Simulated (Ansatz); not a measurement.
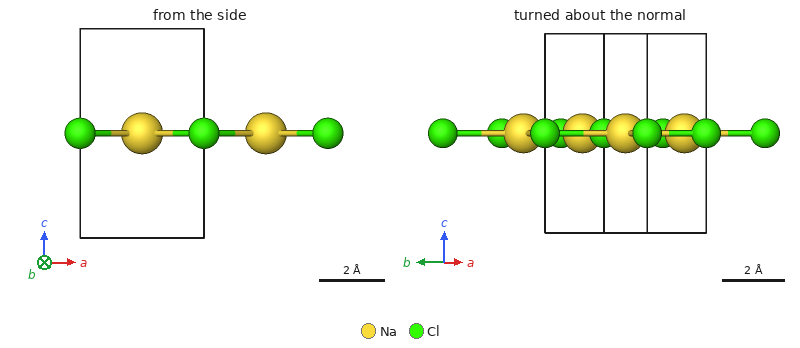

A ball-and-stick picture of a periodic sheet, seen from the side and turned about the normal. The surface normal points up in side views; the box is the simulation cell. 2×2 cells are drawn in the plane, with atoms at the edges repeated.

The cell holds 1 Na, 1 Cl.

Question: Name the terminations.

Answer: The top face ends in Cl and Na, the bottom face in Cl and Na. The two faces are alike.

Question: How thick is it?

Answer: About 0.0 Å from the lowest to the highest atom, with about 7 Å of vacuum to the next image.

Question: What bonds hold it together?

Answer: The Na atoms are each bonded to four Cl in a square planar arrangement at about 2.7 Å. Each Cl atom is coordinated by four Na in a square planar arrangement at about 2.7 Å. The bonds build NaCl layers parallel to the surface.

Starting structure: a random cell made by a generator, so it need not be a real form of the compound. It was relaxed at fixed volume with DFT PBE, scalar-relativistic, plane waves, PAW in Ansatz 0.2.0.
